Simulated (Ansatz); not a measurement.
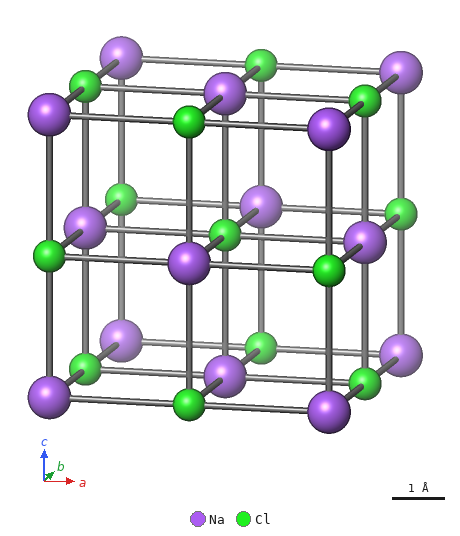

This is crystalline NaCl (built on the measured structure type) at its r2SCAN-relaxed geometry. The picture is a ball-and-stick view of the conventional cell (4 times the calculation's cell), seen slightly off an axis. Lengths and directions refer to the drawn axes.

These are results of Ansatz, DFT, HSE06, plane waves, PAW, not measurements. (plane-wave cutoff 420 eV; k-point mesh 6 × 6 × 6; occupations fixed; no spin polarisation)

Now this is done to it. All lengths are scaled by +2.7 % (volume +8.3 %). The atoms were relaxed with r2SCAN under that strain, and this is a single point on that geometry.

Question: Predict the response.

Answer: Near-neighbour distances before and after: Cl–Na 2.803 → 2.878 Å. The space group stays Fm-3m (No. 225). The energy rises by 3.8 meV per atom. The pressure goes from 0.7 to −1.2 GPa. All forces vanish by symmetry.

The changed structure in the same view:

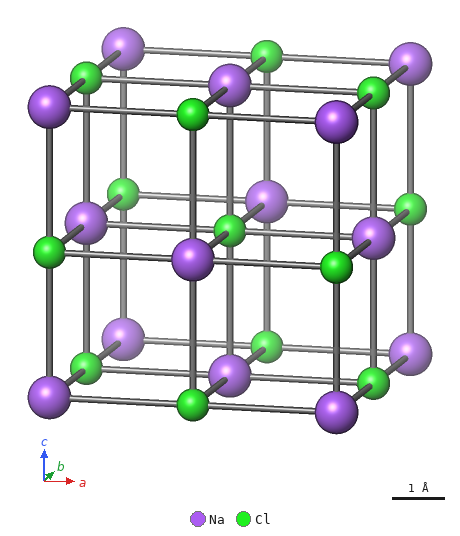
